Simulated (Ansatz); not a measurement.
# La: 5 runs along one coordinate

System: La (1 atom in the cell).
Method: Kohn-Sham DFT of a periodic cell, LDA, Ansatz PAW, no spin polarisation (Ansatz 0.2.0).

The 5 runs differ only in the geometry, by an even scaling of the cell at fixed fractional positions. The structure derives from a Materials Project entry.

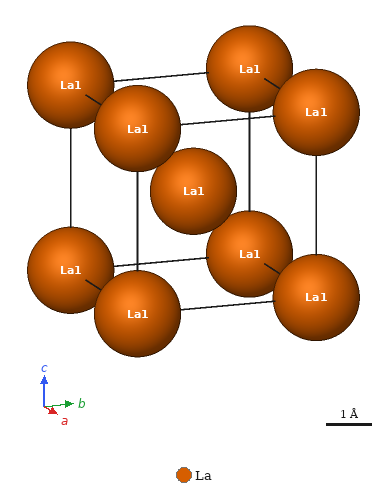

Figure 1. The structure of run 3 (spheres-only view of the cell 2 times as large as that of the calculation, set on its symmetry axes, seen slightly off an axis; atoms are numbered from 1 in the order of the input). An atom can appear more than once, as a periodic image.

## Input of run 3
```yaml
crystal:
  lattice:
    - [-2.123831071, 2.123831071, 2.123831071]
    - [2.123831071, -2.123831071, 2.123831071]
    - [2.123831071, 2.123831071, -2.123831071]
  atoms:
    - { symbol: La, position: [0.0, 0.0, 0.0] }
hamiltonian:
  xc: lda
  pseudopotentials: { kind: paw }
kpoints:
  mp_grid: { grid: [9, 9, 9] }
scf:
  occupations: { method: fermi_dirac, width: 0.05 }
output:
  forces: true
  stress: true
  eigenvalues: true
```

Command:
```bash
ansatz run input.yaml --threads 2 --pin off --max-ram 5632MiB --backend cpu --events-out ev --progress --plain --runs-dir out
```

Lattice vectors (Å) and fractional positions of run 3:
```
  -2.123831    2.123831    2.123831
   2.123831   -2.123831    2.123831
   2.123831    2.123831   -2.123831
La  0.000000  0.000000  0.000000
```

Run 2 differs from it as follows:
```diff
-    - [-2.123831071, 2.123831071, 2.123831071]
-    - [2.123831071, -2.123831071, 2.123831071]
-    - [2.123831071, 2.123831071, -2.123831071]
+    - [-2.0951271325, 2.0951271325, 2.0951271325]
+    - [2.0951271325, -2.0951271325, 2.0951271325]
+    - [2.0951271325, 2.0951271325, -2.0951271325]
```

## Results, with one run withheld

| run | volume per atom (Å³) | free energy per atom, from the lowest run given (meV) | pressure (GPa) |
| --- | --- | --- | --- |
| 1 | 36.020 | 0.00 | −2.53 |
| 2 | 36.787 | ? | ? |
| 3 | 38.320 | 46.14 | −3.83 |
| 4 | 39.086 | 65.35 | −4.19 |
| 5 | 40.619 | 108.54 | −4.82 |

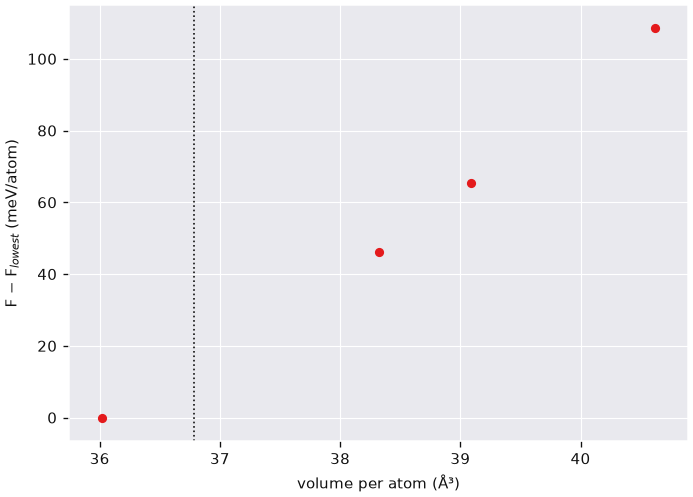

Figure 2. Free energy per atom of the runs given; the dotted line marks run 2.

Fit the runs given and predict run 2.

A quadratic polynomial in V^(−2/3) (the Birch–Murnaghan form), fitted to the 4 runs given, misses them by at most 0.02 meV per atom. With x = V^(−2/3) − 0.08778 Å⁻², it reads F = 49.288 − 16037 x + 8.754e+05 x² (meV per atom). At run 2 it gives 13.20 meV per atom, and the run itself gives 13.28. The slope of the fit gives a pressure −dF/dV of −3.00 GPa there, and the run prints −3.01 GPa. The fit has no minimum inside this range.

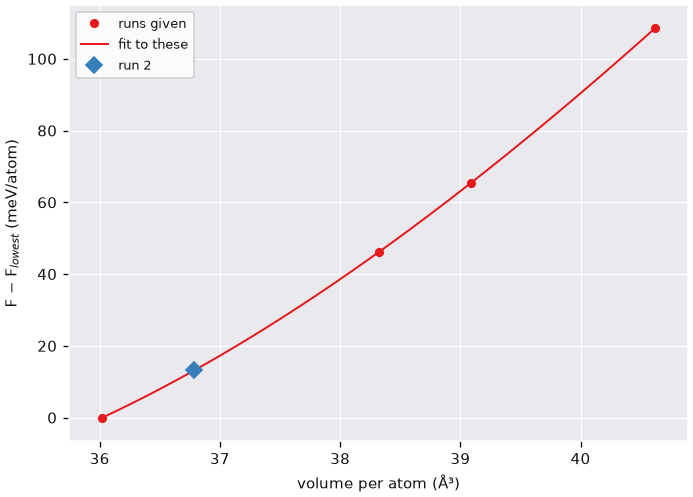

Figure 3. The fit and the withheld run.

## Output, shortened to warnings, some set-up lines, iterations and results (run 2)
```
Basis set: ecut = 420 eV, 683 PW (Γ)
Symmetry: 48 space group operations
k-points: 35 of 729
Initial density: superposition of atomic densities (neutral atoms: chi_scale 0, normalization atom), corrected by the library's trained network
[...]
SCF iter   1: F=—  HF=-6075.982624 eV  |F-HF|=—  |Δ(HF+E_count)|=         —  Δρ=3.94e-3  dr2=2.67e-3  ethr=1.77e-3  ⟨swp⟩=4.6  Hψ=1775  notcnv=0
SCF iter   2: F=—  HF=-6075.982130 eV  |F-HF|=—  |Δ(HF+E_count)|=   4.94e-4  Δρ=2.00e-3  dr2=6.51e-4  ethr=2.43e-5  ⟨swp⟩=2.0  Hψ=978  notcnv=0
SCF iter   3: F=—  HF=-6075.982360 eV  |F-HF|=—  |Δ(HF+E_count)|=   2.30e-4  Δρ=3.81e-4  dr2=2.96e-5  ethr=5.92e-6  ⟨swp⟩=3.0  Hψ=694  notcnv=0
SCF iter   4: F=—  HF=-6075.982385 eV  |F-HF|=—  |Δ(HF+E_count)|=   2.51e-5  Δρ=6.35e-5  dr2=1.50e-6  ethr=2.69e-7  ⟨swp⟩=2.1  Hψ=479  notcnv=0
SCF iter   5: F=—  HF=-6075.982385 eV  |F-HF|=—  |Δ(HF+E_count)|=   7.84e-8  Δρ=2.01e-5  dr2=1.47e-7  ethr=1.36e-8  ⟨swp⟩=2.1  Hψ=459  notcnv=0
SCF iter   6: F=-6075.982385 eV  HF=-6075.982385 eV  |F-HF|=6.85e-10  |Δ(HF+E_count)|=   3.89e-8  Δρ=2.00e-6  dr2=1.69e-9  ethr=9.09e-10  ⟨swp⟩=4.9  Hψ=1600  notcnv=0
SCF 1 converged in 6 iterations: F = -6075.982385 eV  dr2 = 1.69e-9
SCF converged after 6 iterations
Free energy (F): -6075.982385 eV
Harris-Foulkes:  -6075.982385 eV  (|F-HF|=6.85e-10)
Internal energy: -6075.956759 eV  (E = F + TS)
E sigma→0 (E₀):  -6075.969572 eV
Entropy (-TS):   -0.025627 eV (-25.627 meV/atom)
Fermi energy:    10.880294 eV
--- Per-component energies (eV) ---
  E_band       = -46.534850
  E_kinetic    = 192.996834
  E_local      = -334.757283  (includes V_loc(G=0)·N_el)
  E_nonlocal   = 98.535083
  E_hartree    = 105.109536
  E_xc         = -138.148181
  E_vxc        = -147.150074  (∫ρ·V_xc dr)
  E_paw        = -5243.397387  (= ΣΔE_a)
  E_vpaw       = -66.377774  (= ΣTr[D̂ρ^β])
  E_aug_tail   = -0.000000  (compensation charges beyond the density's cutoff)
  E_ewald      = -756.618077
  E_core_change = 0.322716  (= ΣΔE_core)
  E_smearing   = -0.025627  (= −TS)
  E_closure    = -0.000000  (closes the sum)
  Σ components = -6075.982385   (vs F -6075.982385, Δ=0.00e0)
--- Forces (eV/Å), atoms counted from 1 ---
  atom   1  La     0.00000000    -0.00000000     0.00000000
  max |Σ_I F_I| component: 5.67e-31 eV/Å
--- Stress (GPa, compression-positive) ---
       -3.009765       0.000000       0.000000
        0.000000      -3.009765      -0.000000
       -0.000000       0.000000      -3.009765
  P = ⅓ Tr σ = -3.0098 GPa (-30.098 kbar)
```
